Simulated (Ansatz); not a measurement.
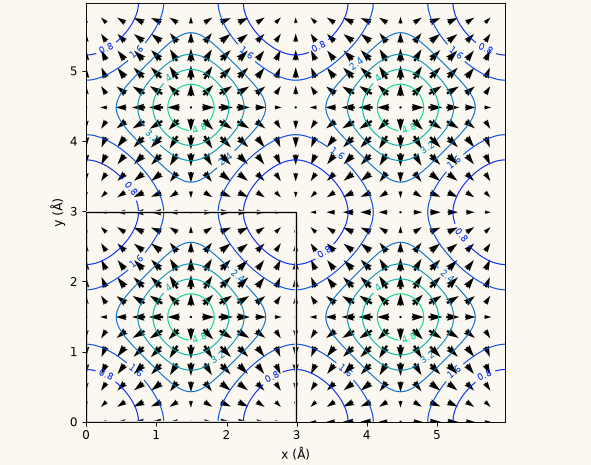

Energy landscape of Ta (Fm-3m, No. 225; 4 atoms in the cell). Gamma surface: rigid slide across a plane, one fault a cell; the plane is (0 0 1) of the conventional cell. Places are given modulo a cell vector. The map is drawn in real space over the plane of the slide. Nothing is relaxed (rigid halves, spacing across the cut fixed). The grid has 12 × 12 points; 28 points were computed and 116 follow by symmetry. Energies are in J/m², from the lowest grid point. Method: DFT PBE, scalar-relativistic, plane waves, PAW (Ansatz). Settings: cutoff 420 eV, k-mesh 15×15×5 in the order of the run's cell vectors, gaussian smearing 0.15 eV, no spin polarisation.

The picture shows contour lines labelled in J/m², arrows along the force (downhill), their lengths compressed, the outline of one cell of the 2 × 2 shown. Between grid points the surface is interpolated. 

> What does the map say about the system?

The lowest grid point is at (0/12, 0/12) of the cell vectors. It is the only kind of minimum in the scanned range. The highest grid point, (6/12, 6/12) of the cell vectors, lies 5.45 J/m² above the lowest. On the interpolated surface the easiest way out of the lowest well to its copy in the next cell or period passes a barrier of about 2 J/m².

Each point was launched as `ansatz run input.yaml --threads 2 --pin off --max-ram 4096MiB --backend cpu --events-out ev --progress --plain --runs-dir out`. The whole map (28 points run) took 21 min on 2 threads of Arm Neoverse N1, with other jobs on the host.

PAW datasets: the set soft_1.
